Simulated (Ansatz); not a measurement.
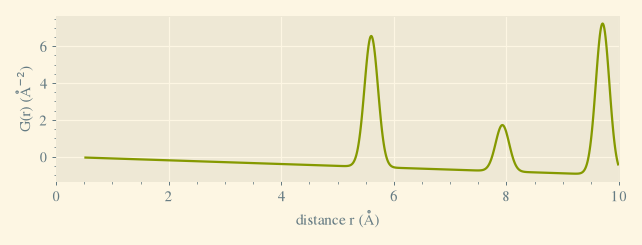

Computed X-ray G(r), with each pair weighted by the product of the atomic numbers (X-ray weights at Q = 0) and a uniform peak width σ = 0.12 Å. No termination ripples are included.

Candidate polymorphs:

A. 
```cif
data_structure
_symmetry_space_group_name_H-M 'P6_3/mmc'
_symmetry_Int_Tables_number 194
_cell_length_a 5.6637
_cell_length_b 5.6637
_cell_length_c 18.5893
_cell_angle_alpha 90.000
_cell_angle_beta 90.000
_cell_angle_gamma 120.000
_cell_volume 516.42
loop_
_atom_site_label
_atom_site_type_symbol
_atom_site_symmetry_multiplicity
_atom_site_Wyckoff_symbol
_atom_site_fract_x
_atom_site_fract_y
_atom_site_fract_z
_atom_site_occupancy
Cs1 Cs 2 a 0.00000 0.00000 0.00000 1
Cs2 Cs 2 c 0.33333 0.66667 0.25000 1
```

B. 
```cif
data_structure
_symmetry_space_group_name_H-M 'Fm-3m'
_symmetry_Int_Tables_number 225
_cell_length_a 7.9265
_cell_length_b 7.9265
_cell_length_c 7.9265
_cell_angle_alpha 90.000
_cell_angle_beta 90.000
_cell_angle_gamma 90.000
_cell_volume 498.01
loop_
_atom_site_label
_atom_site_type_symbol
_atom_site_symmetry_multiplicity
_atom_site_Wyckoff_symbol
_atom_site_fract_x
_atom_site_fract_y
_atom_site_fract_z
_atom_site_occupancy
Cs1 Cs 4 a 0.00000 0.00000 0.00000 1
```

C. 
```cif
data_structure
_symmetry_space_group_name_H-M 'Pm-3n'
_symmetry_Int_Tables_number 223
_cell_length_a 10.1352
_cell_length_b 10.1352
_cell_length_c 10.1352
_cell_angle_alpha 90.000
_cell_angle_beta 90.000
_cell_angle_gamma 90.000
_cell_volume 1041.11
loop_
_atom_site_label
_atom_site_type_symbol
_atom_site_symmetry_multiplicity
_atom_site_Wyckoff_symbol
_atom_site_fract_x
_atom_site_fract_y
_atom_site_fract_z
_atom_site_occupancy
Cs1 Cs 2 a 0.00000 0.00000 0.00000 1
Cs2 Cs 6 c 0.25000 0.00000 0.50000 1
```

D. 
```cif
data_structure
_symmetry_space_group_name_H-M 'P6/mmm'
_symmetry_Int_Tables_number 191
_cell_length_a 9.1268
_cell_length_b 9.1268
_cell_length_c 5.4855
_cell_angle_alpha 90.000
_cell_angle_beta 90.000
_cell_angle_gamma 120.000
_cell_volume 395.72
loop_
_atom_site_label
_atom_site_type_symbol
_atom_site_symmetry_multiplicity
_atom_site_Wyckoff_symbol
_atom_site_fract_x
_atom_site_fract_y
_atom_site_fract_z
_atom_site_occupancy
Cs1 Cs 1 a 0.00000 0.00000 0.00000 1
Cs2 Cs 2 d 0.33333 0.66667 0.50000 1
```

Origins: A, the input geometry of an electronic-structure calculation (not necessarily at equilibrium); the starting structure was generated, so it need not be a known form of this composition; B, the input geometry of an electronic-structure calculation (not necessarily at equilibrium); the starting structure was generated, so it need not be a known form of this composition; C, coordinates from a relaxation with DFT, revPBE, plane waves (420 eV) with PAW, scalar-relativistic in Ansatz 0.2.0; the starting structure was generated, so it need not be a known form of this composition; D, coordinates from a relaxation with Ansatz, DFT, RPBE, plane waves (420 eV) with PAW, scalar-relativistic; the starting structure was generated, so it need not be a known form of this composition.

Question: From which structure was the curve computed?

Answer: Candidate B, Cs, Fm-3m (first clear peaks at 5.60 Å (Cs–Cs) and 7.93 Å (Cs–Cs)). The others: C would give first clear peaks at 5.07 Å (Cs–Cs) and 5.67 Å (Cs–Cs); A would give first clear peaks at 5.67 Å (Cs–Cs) and 8.02 Å (Cs–Cs); D would give first clear peaks at 5.36 Å (Cs–Cs) and 5.94 Å (Cs–Cs).
